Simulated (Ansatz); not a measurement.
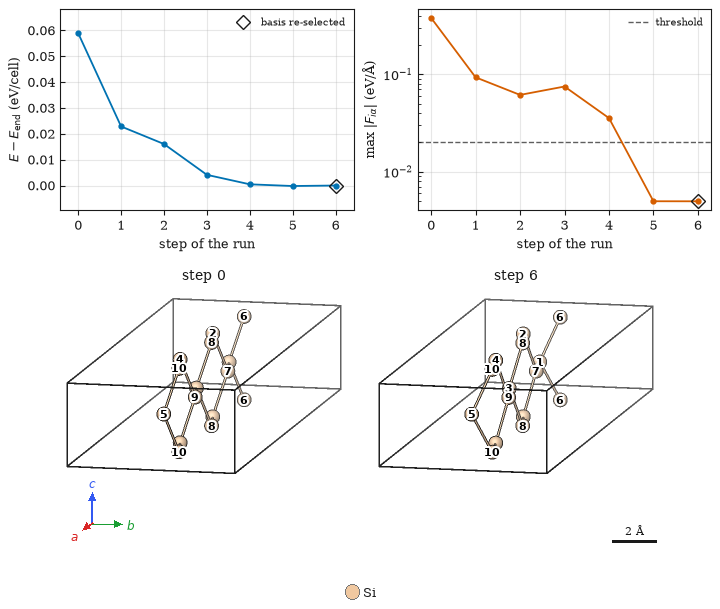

First and last geometry of a relaxation of a wire of composition Si, with the history of the run. Style: ball-and-stick. Shown: the cell of the calculation, with the vacuum cut short, slightly off an axis.

Case: zigzag ribbon, 5 formula units a period, edge spins opposed.

Theory: Ansatz 0.2.0, DFT PBE, scalar-relativistic, plane waves, PAW.

Input file:
```yaml
crystal:
  lattice:
    - [23.5, 0.0, 0.0]
    - [0.0, 9.8, 0.0]
    - [0.0, 0.0, 3.8688113044]
  atoms:
    - { symbol: Si, position: [0.2386143433, 0.4769415615, 0.5] }
    - { symbol: Si, position: [0.3811883379, 0.4769415615, 0.0] }
    - { symbol: Si, position: [0.5237623324, 0.4769415615, 0.5] }
    - { symbol: Si, position: [0.666336327, 0.4769415615, 0.0] }
    - { symbol: Si, position: [0.8089103215, 0.4769415615, 0.5], spin: -1.0 }
    - { symbol: Si, position: [0.1910896785, 0.5230584385, 0.0], spin: 1.0 }
    - { symbol: Si, position: [0.333663673, 0.5230584385, 0.5] }
    - { symbol: Si, position: [0.4762376676, 0.5230584385, 0.0] }
    - { symbol: Si, position: [0.6188116621, 0.5230584385, 0.5] }
    - { symbol: Si, position: [0.7613856567, 0.5230584385, 0.0] }
basis:
  ecutwfc: 420
kpoints:
  mp_grid: { grid: [1, 1, 23] }
hamiltonian:
  xc: pbe
scf:
  occupations: { method: gaussian, width: 0.05 }
output:
  forces: true
  stress: true
  eigenvalues: true
  populations: true
  write_density: true
  write_potential: true
  elf: true
  volumetric_format: npy
magnetization:
  spin_polarized: true
relax:
  adjacent_minimum: "off"
  f_tol: 0.02
  max_steps: 45
  cell: { fix: [a, b, alpha, beta, gamma], stress_tol: 0.03 }
```

Command:
```bash
ansatz run input.yaml --threads 4 --pin off --max-ram 11264MiB --backend cpu --events-out ev --progress --plain --runs-dir out
```

Q: Read the history and describe the run.

A: It converged. The largest moves relative to the centre of the atoms, 0.19 Å, are those of Si4, Si5, Si6 and Si7. Along the periodic axis the drawn cell goes c 3.869 → 3.842 Å (−0.7 %). Among the contacts that change: Si1–Si6 2.279 → 2.309 Å, Si2–Si7 2.279 → 2.271 Å, Si1–Si7 2.279 → 2.285 Å. Bond angles that change, for instance: Si6–Si1–Si6 116.2° → 112.6°, Si9–Si4–Si10 116.2° → 118.9°, Si6–Si1–Si7 116.2° → 113.9°. The energy falls by 58.9 meV per cell of the calculation in 5 accepted moves (6 points after the start). The largest force component goes from 0.38 to 0.005 eV/Å. The SCF was repeated once at an unchanged geometry on a basis and grid sized afresh for the cell, which shifted the energy by 0.2 meV per cell of the calculation at most.
